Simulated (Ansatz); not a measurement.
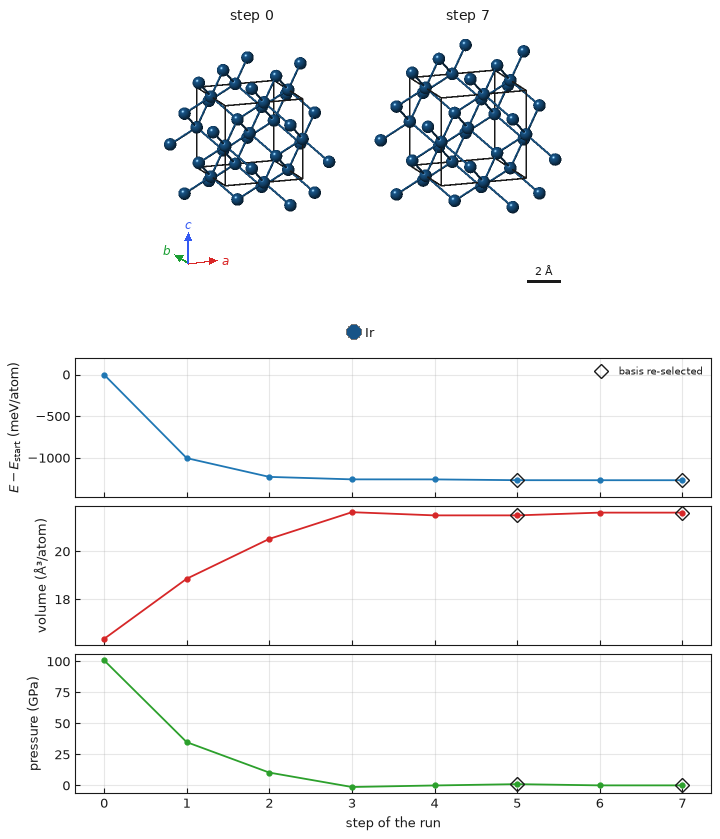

First and last geometry of a relaxation of crystalline Ir (built on the diamond_227 type) (coarse preliminary run), with the history of the run. Style: ball-and-stick. Shown: the conventional cell (4 times the calculation's cell), slightly off an axis. Lengths and directions refer to the drawn axes.

Case: diamond type (Fd-3m, No. 227).

Theory: DFT PBE, scalar-relativistic, plane waves, PAW in Ansatz.

The input:
```yaml
crystal:
  lattice:
    - [0.0, 2.5380291931, 2.5380291931]
    - [2.5380291931, 0.0, 2.5380291931]
    - [2.5380291931, 2.5380291931, 0.0]
  atoms:
    - { symbol: Ir, position: [0.5, 0.5, 0.5] }
    - { symbol: Ir, position: [0.75, 0.75, 0.75] }
basis:
  ecutwfc: 420
kpoints:
  mp_grid: { grid: [6, 6, 6] }
hamiltonian:
  xc: pbe
scf:
  occupations: { method: gaussian, width: 0.1 }
  lower_state_search: "off"
output:
  forces: true
  stress: true
  eigenvalues: true
relax:
  adjacent_minimum: "off"
  f_tol: 0.04
  max_steps: 70
  cell: { stress_tol: 0.4 }
```

> Did the run converge, and what did it change?

It converged. Over 5 accepted moves (7 points after the start) the energy falls by 1268 meV per atom. All forces vanish by symmetry, so only the cell relaxes. The pressure goes from 100.90 to 0.08 GPa. At 2 points the geometry stayed and the basis and grid were re-selected for the new cell (energy shift of 9.4 meV per atom at most each time). The atoms keep their places relative to the cell (all moves are under 0.005 Å). The drawn cell changes as follows: a = b = c 5.076 → 5.571 Å (+9.8 %); the volume changes by +32.2 %. Near-neighbour distances that change, for instance: Ir1–Ir2 2.198 → 2.413 Å. The space group stays Fd-3m (No. 227).
